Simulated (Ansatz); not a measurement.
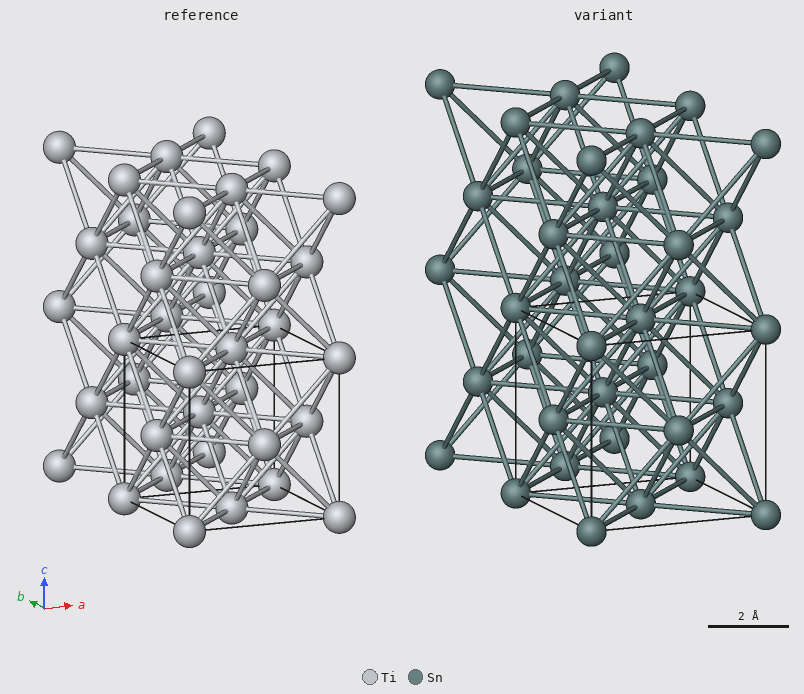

Left: a crystal of Ti (set up in Fm-3m). Right: the same structure after one change, at the same scale. A ball-and-stick model of the conventional cell (4 times the calculation's cell), repeated 1 × 2 × 2 with one cell outlined, seen slightly off an axis. Lengths and directions refer to the drawn axes.

Computed with DFT r2SCAN, scalar-relativistic, plane waves, PAW in Ansatz 0.2.0. Settings: plane-wave cutoff 500 eV; occupations gaussian; smearing width 0.1 eV; no spin polarisation. The k-mesh is chosen for each cell (18×18×18, 16×16×16).

What was changed?

Answer. Every titanium atom is replaced by tin, which gives Sn. Cell and atoms are relaxed again (to zero pressure within 0.1 GPa, forces under 0.01 eV/Å).

What does the change do?

Answer. The volume per atom goes from 17.36 to 27.36 Å³. The drawn cell changes as follows: a = b = c 4.110 → 4.783 Å (+16.4 %); the volume changes by +57.6 %. The space group stays Fm-3m (No. 225).
